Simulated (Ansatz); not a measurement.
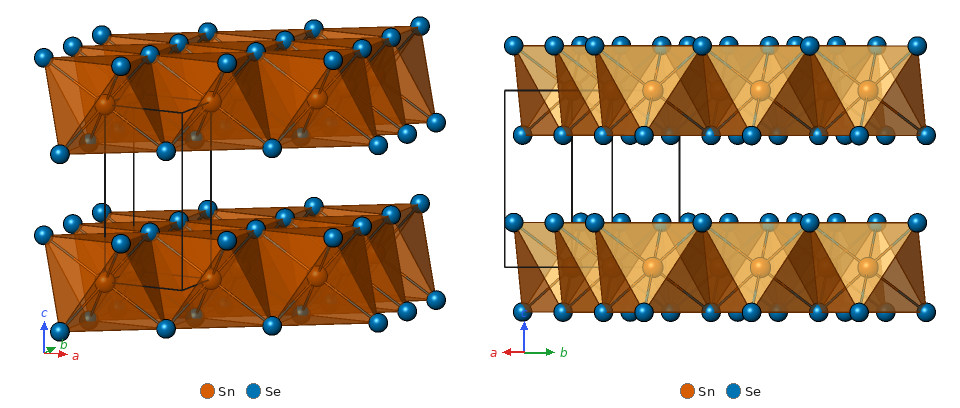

Polyhedra are drawn about Sn (bonds: Se–Sn below 3.1 Å); other atoms are plain spheres. Two views of the same piece.

SnSe₂ (space group P-3m1, No. 164). Coordinates: the input geometry of an electronic-structure calculation (not necessarily at equilibrium).

What figure surrounds each Sn atom, and what does it share with the other drawn polyhedra?

Answer. Sn: SnSe6 octahedron, sharing edges with six neighbours.

What is the connectivity of the polyhedra: isolated, groups, chains, layers or framework?

Answer. They form layers of edge-sharing octahedra parallel to (001).
